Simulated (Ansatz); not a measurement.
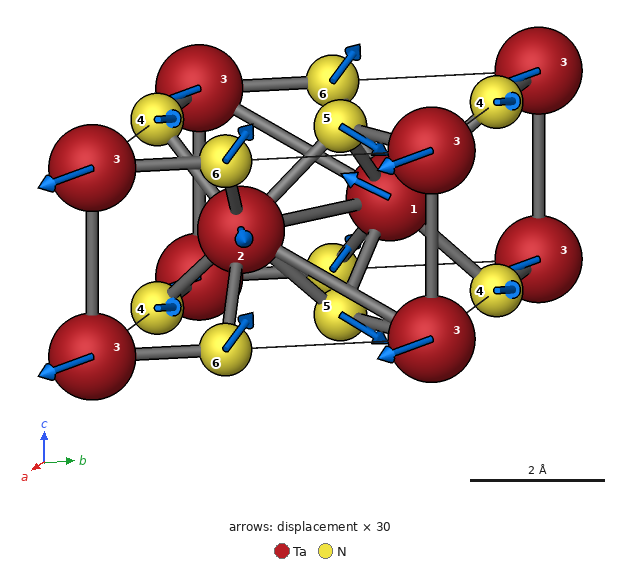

This is a relaxation of solid TaN (set up in P-62m). The starting structure is drawn; blue arrows show the displacements (the part carried along by the change of the cell is left out), magnified 30 times.

Style: ball-and-stick. Shown: the cell of the calculation, slightly off an axis.

Computed with DFT r2SCAN, scalar-relativistic, plane waves, PAW (Ansatz). (plane-wave cutoff 500 eV; k-point mesh 6 × 6 × 12; occupations gaussian; smearing width 0.15 eV; no spin polarisation)

What happened in the run?

Answer. The largest move relative to the cell is that of Ta3, 0.035 Å along [2 −3 −1]. By element the largest moves are Ta 0.035 Å, N 0.030 Å. The drawn cell changes as follows: a 5.200 → 5.462 Å (+5.0 %), b 5.200 → 5.001 Å (−3.8 %), c 2.910 → 2.876 Å (−1.2 %), α 90.0° → 85.8°, β 90.0° → 89.8°; the volume changes by −0.5 %. Near-neighbour distances that change, for instance: Ta2–Ta3 3.336 → 3.094 Å, Ta1–Ta3 3.336 → 3.107 Å, Ta2–Ta3 (another image) 3.336 → 3.537 Å, Ta1–Ta3 (another image) 3.336 → 3.534 Å. Among the angles between lasting bonds that change: Ta1–N5–Ta3 105.0° → 114.6°, Ta2–N5–Ta3 105.0° → 96.9°, Ta1–N6–Ta3 105.0° → 97.5°. The space group (tolerance 0.01 Å) goes from P-62m (No. 189) to P1 (No. 1).
